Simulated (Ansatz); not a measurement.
Band-structure calculation of Bi

Bi (C2/m, 2 atoms in the cell), computed with DFT with PBE, PAW plane waves, no spin polarisation (Ansatz 0.2.0).

The structure derives from an entry of the Crystallography Open Database. Figures and captions count atoms from 1; the log counts them from 0 in places.

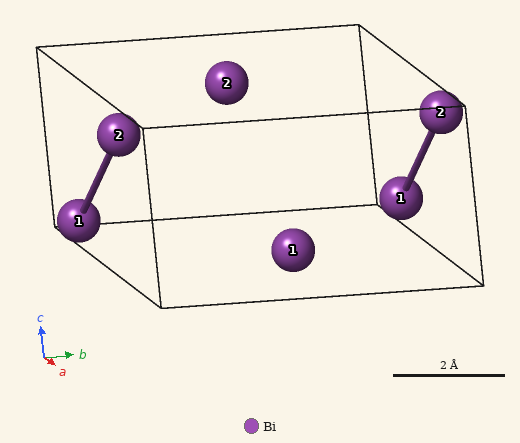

The structure as given in the input (ball-and-stick view of the cell 2 times as large as that of the calculation, set on its symmetry axes, seen slightly off an axis; atoms are numbered from 1 in the order of the input). Near neighbours in the crystal (not all of them lie inside the picture): Bi has 6 Bi at 3.15 to 3.31 Å.

Input:
```yaml
crystal:
  lattice:
    - [3.334184, 3.05348, 0.0]
    - [3.334184, -3.05348, 0.0]
    - [1.150257, 0.0, -3.090967]
  atoms:
    - { symbol: Bi, position: [0.2518, 0.2518, 0.851] }
    - { symbol: Bi, position: [0.7482, 0.7482, 0.149] }
  symmetry: { tolerance: 0.0003 }
kpoints:
  mp_grid: { grid: [8, 8, 11], shift: [0, 0, 0] }
  band_path:
    path:
      - [0.0, 0.0, 0.0]
      - [0.48871414, -0.48871414, 0.0]
      - [-0.48871414, -0.51128586, 0.0]
      - [-0.5, -0.5, 0.0]
      - [0.0, 0.0, 0.0]
      - [-0.5, -0.5, -0.5]
      - [-0.32037824, -0.67962176, -0.5]
      - [0.32037824, -0.32037824, -0.5]
      - [0.0, 0.0, -0.5]
      - [0.0, 0.0, 0.0]
      - [0.0, -0.5, -0.5]
    npoints: 14
magnetization:
  spin_polarized: false
scf:
  occupations: { method: fermi_dirac }
  lower_state_search: "off"
  max_iter: 200
hamiltonian:
  pseudopotentials: { kind: paw }
  xc: pbe
basis:
  ecutwfc: 420
  fft_grid_basis: typed
output:
  forces: true
  stress: true
  eigenvalues: true
  bader: true
  populations: true
  elf: true
  write_potential: true
  volumetric_format: npy
  dos:
    e_range: [-12, 8]
    de: 0.05
    projected: { site_lists: { Bi: [Bi] } }
  write_density: true
checkpoint:
  read: saved_state
```

Hardware: 1 thread of Arm Neoverse V2, 24 GiB of memory available, shared host.

Launch command:
```bash
ansatz run input.yaml --threads 1 --pin off --max-ram 2560MiB --backend cpu --events-out ev --progress --plain --runs-dir out
```

What the program printed:
```
Warning: checkpoint.read: basis.xc_grid differs: saved 1, current 2 (points along each axis for each point of the dense box; where the key is left out runs that use forces, runs that use the stress, dielectric runs by a finite field, finite-displacement phonons, runs of phonons.displacement_patterns under a GGA or a meta-GGA, phonons by method: dfpt, dielectric runs by the response, runs on support functions, runs on PAW files under a meta-GGA or a hybrid on one, runs at kind: all_electron or under a hybrid on a GGA, runs under a text's formulas of a gradient, and runs on PAW files that evaluate rPW86 or Becke's exchange or LYP's correlation can take a finer level, which can go by the root key accuracy; a number is taken as typed: the saved number, typed, holds this deck to the state's level, where the deck is accepted there); the SCF iterates at this deck's level from the saved density; a trajectory continued from that state goes on on another energy surface; basis.xc_grid: 1, typed and accepted, keeps it on the saved one
Engine: ansatz 0.2.0, aarch64-unknown-linux-gnu
Pseudopotentials: kind: paw
Pseudopotential: Bi, paw, valence charge 15, recommended cutoff 420 eV (normal), Bi.paw.azcp
Functional definition: PBE
  parameter kappa = 0.804
  parameter beta = 0.06672455060314922
  exchange = pbe_x(kappa = kappa, mu = beta*pi^2/3)
  correlation = pbe_c(beta = beta)
Crystal: 2 atoms, lattice volume = 62.937 Å³
Basis set: ecut = 420 eV, 1251 PW (Γ), exchange–correlation on 64×64×48 points (8 copies of the dense FFT grid, shifted against one another)
Bands: 19, of which v1, the nominal top of the filled ones, is band 15 counted from 1 (14 counted from 0)
Symmetry: 4 space group operations
Space group: C2/m (ITA 12), of the structure as read, at distance tolerance 1.2e-3 Å
k-points: 201 of 704
Non-local potential: Bi, projectors of the file, l = 0: 2, l = 1: 2, l = 2: 2, l = 3: 2
PAW form: soft (Blöchl's): semilocal exchange-correlation on the pseudo side does not see the compensation charge
PAW one-centre angular grid: Bi, 590 points (default); XC on 64 Gauss nodes
Initial density: read from a saved state, or passed on in memory by an earlier SCF of this step, an earlier step, the calling program or the single point that the run made first
Initial wavefunctions: pseudopotential atomic-orbital guess
Functional: x = pbe(κ = 0.804, μ = 0.2195149727645171), c = pbe(β = 0.06672455060314922)
iter 1 solved again at ethr=4.02e-6 eV; its pass at ethr=3.10e-3 eV (dr2=1.21e-3 eV) is discarded
SCF iter   1: F=—  HF=-24792.957609 eV  |F-HF|=—  |Δ(HF+E_count)|=         —  Δρ=1.03e-3  dr2=1.22e-3  ethr=4.02e-6  ⟨swp⟩=2.8  Hψ=25825  notcnv=0
preconditioner: auto → Kerker (q_TF=auto, 2.411 Å⁻¹)  [metal: Δε(μ)=0.008 eV  Ē_g=20.589 eV  σ=0.100 eV  W_gap=0.02  n_scr=16 (ndim 8)  ℏωp=25.6 eV  f_vac=0.000  D(μ)=1.04/eV (n_scr^D=4)]
SCF iter   2: F=—  HF=-24792.957364 eV  |F-HF|=—  |Δ(HF+E_count)|=   2.45e-4  Δρ=6.78e-4  dr2=5.54e-4  ethr=4.02e-6  ⟨swp⟩=1.0  Hψ=3819  notcnv=0
SCF iter   3: F=—  HF=-24792.957163 eV  |F-HF|=—  |Δ(HF+E_count)|=   2.01e-4  Δρ=1.03e-4  dr2=9.00e-6  ethr=1.85e-6  ⟨swp⟩=2.0  Hψ=4833  notcnv=0
SCF iter   4: F=—  HF=-24792.957157 eV  |F-HF|=—  |Δ(HF+E_count)|=   5.32e-6  Δρ=4.14e-5  dr2=1.03e-6  ethr=3.00e-8  ⟨swp⟩=2.7  Hψ=6445  notcnv=0
SCF iter   5: F=-24792.957158 eV  HF=-24792.957158 eV  |F-HF|=7.87e-9  |Δ(HF+E_count)|=   4.14e-7  Δρ=7.19e-6  dr2=3.23e-8  ethr=3.33e-10  ⟨swp⟩=8.6  Hψ=31869  notcnv=0
SCF 1 converged in 5 iterations: F = -24792.957158 eV  dr2 = 3.23e-8
  greatest PAW one-centre occupation: 0.988 electrons in one spin orbital (limit 2), on the Bi atom at site 1 (counted from 0), in its partial waves of l = 2
```

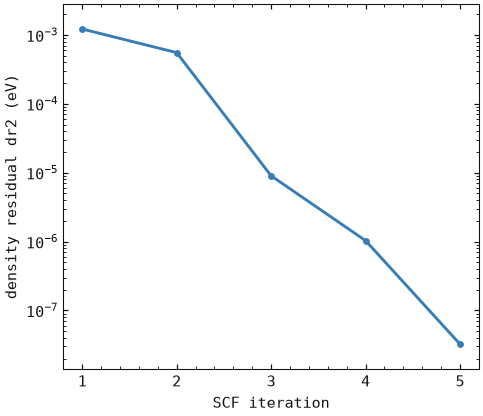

Convergence of the self-consistent field: density residual dr2 against the SCF iteration. The residual falls at every step.

```
NSCF: frozen V_eff on 141 k-points
SCF converged after 5 iterations
Free energy (F): -24792.957158 eV
Harris-Foulkes:  -24792.957158 eV  (|F-HF|=7.87e-9)
Internal energy: -24792.922588 eV  (E = F + TS)
E sigma→0 (E₀):  -24792.939873 eV
Entropy (-TS):   -0.034570 eV (-17.285 meV/atom)
Fermi energy:    11.461782 eV
--- Per-component energies (eV) ---
  E_band       = -170.001623
  E_kinetic    = 606.018674
  E_local      = -2875.873849  (includes V_loc(G=0)·N_el)
  E_nonlocal   = 1119.390800
  E_hartree    = 920.905766
  E_xc         = -303.427739
  E_vxc        = -289.655671  (∫ρ·V_xc dr)
  E_paw        = -21326.060442  (= ΣΔE_a)
  E_vpaw       = -571.692369  (= ΣTr[D̂ρ^β])
  E_aug_tail   = -0.000868  (compensation charges beyond the density's cutoff)
  E_ewald      = -2933.874930
  E_smearing   = -0.034570  (= −TS)
  E_closure    = -0.000000  (closes the sum)
  Σ components = -24792.957158   (vs F -24792.957158, Δ=0.00e0)
--- Forces (eV/Å), atoms counted from 1 ---
  atom   1  Bi    -0.04573447     0.00000000    -0.03867278
  atom   2  Bi     0.04573447    -0.00000000     0.03867278
  max |Σ_I F_I| component: 6.94e-18 eV/Å
--- Stress (GPa, compression-positive) ---
        4.742918      -0.000000      -0.216400
       -0.000000       3.525774      -0.000000
       -0.216399      -0.000000       4.457505
  P = ⅓ Tr σ = 4.2421 GPa (42.421 kbar)
--- Band table (eV; the first three rows and the last of 201) ---
  k-point 0: bands = ["-11.5865", "-11.5285", "-11.4848", "-11.4671", "-11.3555", "-11.3191", "-11.3025", "-11.2985", "-11.2549", "-11.1472", "-2.0994", "2.5026", "8.2224", "8.4213", "14.1590", "14.9899", "15.4766", "15.6151", "16.0558"]
  k-point 1: bands = ["-11.5814", "-11.5113", "-11.4634", "-11.4628", "-11.3610", "-11.3259", "-11.3105", "-11.3047", "-11.2566", "-11.1508", "-1.9760", "2.5320", "8.3072", "8.6120", "13.8518", "14.3149", "14.9486", "15.3899", "15.4753"]
  k-point 2: bands = ["-11.5673", "-11.4652", "-11.4532", "-11.4058", "-11.3756", "-11.3452", "-11.3318", "-11.3176", "-11.2617", "-11.1611", "-1.6105", "2.6143", "8.5546", "9.1457", "11.6440", "13.4991", "14.7057", "14.7602", "15.3386"]
  k-point 200: bands = ["-11.4805", "-11.4343", "-11.4139", "-11.4067", "-11.3951", "-11.3615", "-11.3152", "-11.3045", "-11.2183", "-11.2024", "1.2032", "2.1384", "7.4014", "8.5938", "8.8328", "10.5613", "12.4934", "13.2983", "18.2568"]
--- Löwdin populations: 2 sites ---
  site symbol       q [e]
     0     Bi     14.9616
     1     Bi     14.9616
  spilling = 0.002559 (of n_electrons = 30.000000)
--- Bader charges: 2 sites ---
  site symbol  charge [e]  shift [e]
     0     Bi      0.0000     0.0000
     1     Bi      0.0000     0.0000
  estimated error of the sums over rays = 1.1e-4 e
```

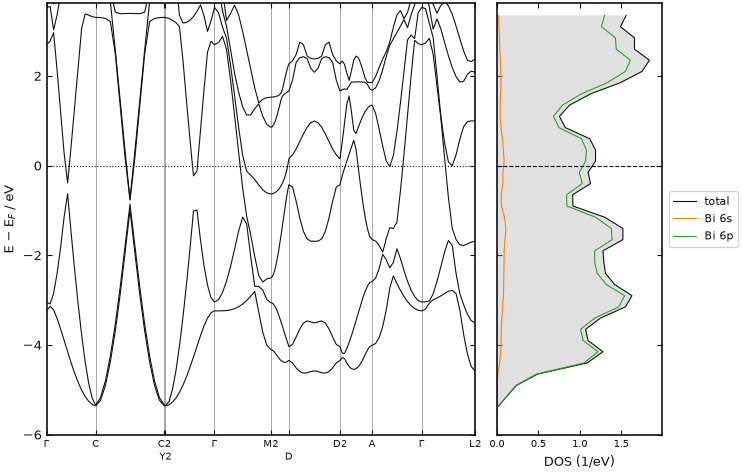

Band structure along Γ–C–C2–Y2–Γ–M2–D–D2–A–Γ–L2 and density of states (projected on Löwdin-orthogonalised atomic shells), with energies from the Fermi level. Bands cross the Fermi level: a metal at this level of theory.

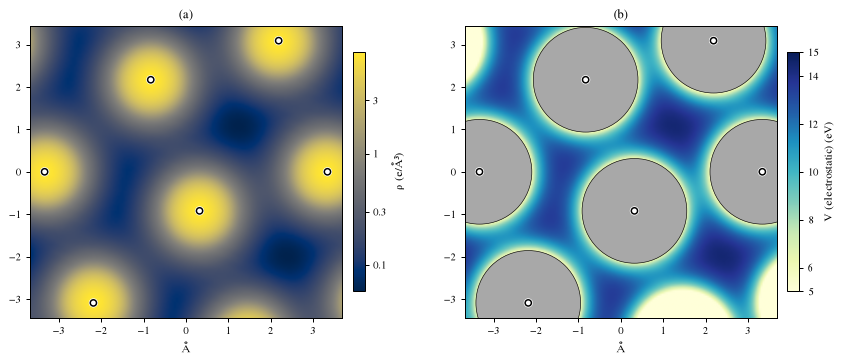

(a) valence electron density; (b) electrostatic potential (local pseudopotential plus Hartree) felt by an electron on the (010) plane of the conventional cell. Circles mark the nuclei in the plane (Bi). Grey discs, where drawn, cover atomic cores. Atoms in the plane: Bi. Bi–Bi (3.15 Å): ρ at the midpoint is about 0.25 e/Å³. Bi–Bi (3.30 Å): the density is about 0.19 e/Å³ at the midpoint. Away from the nuclei the density in this plane falls to 0.06 e/Å³ at its lowest. Outside the cores the potential energy rises away from the atoms and is highest about 2.2 Å from the nearest atoms; outside the discs it spans about 8 eV, and its zero is arbitrary. The fields are those of the smooth PAW valence density.

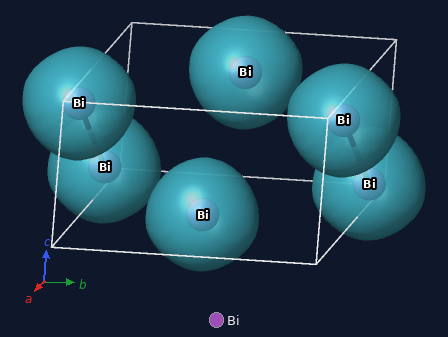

Isosurface of the valence pseudo-density at 0.3 e/Å³ (cyan), seen slightly off an axis. Sticks mark near contacts. The outline is the cell set on symmetry axes. At this value the density breaks into separate islands; it holds about 80 % of the electrons treated as valence (semicore included). It is pinched off along the Bi–Bi (3.15 Å), Bi–Bi (3.21 Å) and Bi–Bi (3.30 Å) contacts. On the grid the lowest density along these lines, outside the cores, is 0.25 e/Å³ (Bi–Bi, 3.15 Å), 0.22 e/Å³ (Bi–Bi, 3.21 Å) and 0.19 e/Å³ (Bi–Bi, 3.30 Å).

Results in brief:

```json
{"quantity": "outcome", "value": "converged"}
{"quantity": "space group (tolerance 0.01 Å)", "value": "C2/m (12)"}
{"quantity": "electrons treated", "value": "30"}
{"quantity": "free energy", "value": "−24792.9572 eV"}
{"quantity": "Fermi energy", "value": "11.462 eV"}
{"quantity": "pressure", "value": "4.24 GPa"}
{"quantity": "electronic character", "value": "metal"}
{"quantity": "largest force (length of the vector)", "value": "0.060 eV/Å"}
{"quantity": "wall time", "value": "25 s"}
{"quantity": "peak memory", "value": "0.44 GiB"}
```

Spin–orbit coupling is left out, which matters for Bi.
